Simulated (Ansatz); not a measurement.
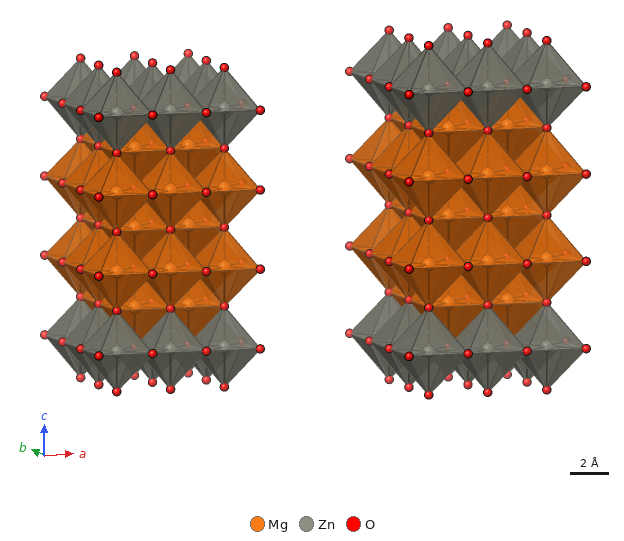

Two geometries of a crystal of Mg₅ZnO₆ (a generated structure, set up in P4/mmm) (coarse preliminary run), drawn at one scale. One is the start of a relaxation, the other its converged end. A polyhedral model of the cell of the calculation, repeated 2 × 2 × 1 with one cell outlined, seen slightly off an axis.

Level of theory: DFT PBE, scalar-relativistic, plane waves, PAW in Ansatz. (plane-wave cutoff 420 eV; k-point mesh 6 × 6 × 2; occupations gaussian; smearing width 0.1 eV; no spin polarisation; cell and atoms relaxed; force threshold 0.04 eV/Å; at most 70 steps)

Question: Which geometry has the lower energy?

Answer: The left one is the relaxed one. The energy falls by 293 meV per atom in 5 accepted moves (7 points after the start). Largest force component: 0.25 eV/Å at the start, 0.011 eV/Å at the end. The pressure goes from −23.67 to −0.02 GPa. At 2 points the geometry stayed and the basis and grid were re-selected for the new cell (energy shift of 3.0 meV per atom at most each time). The largest moves relative to the cell, 0.032 Å, are those of O atoms. Largest moves by element: O 0.032 Å, Mg 0.014 Å. Zn stays in place. The volume changes by −24.3 %, with a = b 3.311 → 3.019 Å (−8.8 %), c 14.048 → 12.799 Å (−8.9 %). Near-neighbour distances that change, for instance: Mg–O 2.341 → 2.124 Å, O–Zn 2.341 → 2.135 Å, O–Zn 2.341 → 2.165 Å. The space group stays P4/mmm (No. 123).
